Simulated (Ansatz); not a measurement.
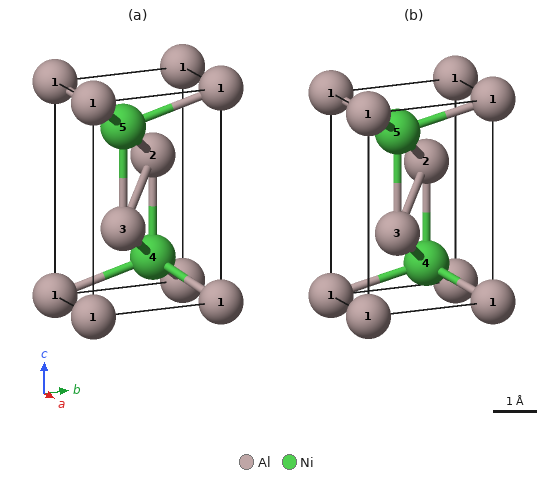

The structure of a crystal of Al3Ni2 (a generated structure, set up in P-3m1) (coarse preliminary run) before (left) and after (right) a relaxation, at one scale.

Style: ball-and-stick. Shown: the cell of the calculation, slightly off an axis.

Case: Ga → Al, Pt → Ni on all its sites, cell and atoms relaxed.

All numbers below come from DFT r2SCAN, scalar-relativistic, plane waves, PAW (Ansatz 0.2.0). (plane-wave cutoff 500 eV; k-point mesh 6 × 6 × 4; occupations gaussian; smearing width 0.1 eV; no spin polarisation; cell and atoms relaxed; force threshold 0.05 eV/Å; at most 60 steps)

Q: Summarise the run.

A: The largest moves relative to the cell, 0.099 Å, are those of Ni4 and Ni5. Ni5 goes along +c. Largest moves by element: Ni 0.099 Å, Al 0.022 Å. Cell: a = b 4.118 → 4.017 Å (−2.4 %), c 5.111 → 4.843 Å (−5.2 %). Volume −9.8 %. Near-neighbour distances that change, for instance: Al2–Ni4 2.675 → 2.414 Å, Ni4–Ni5 2.926 → 2.719 Å, Al1–Ni4 2.526 → 2.425 Å, Al2–Al3 2.793 → 2.727 Å. Among the angles between lasting bonds that change: Ni4–Al1–Ni4 109.2° → 111.8°, Ni4–Al1–Ni5 70.8° → 68.2°. The space group stays P-3m1 (No. 164). Over 3 accepted moves (4 points after the start) the energy falls by 93.3 meV per atom. The largest force component goes from 0.97 to 0.0089 eV/Å. Pressure: −11.90 GPa at the start and −0.10 GPa at the end. At 1 point the geometry stayed and the basis and grid were re-selected for the new cell (energy shift of 0.4 meV per atom at most each time).

Limits of the set-up: an element that often carries a moment was run without spin polarisation.
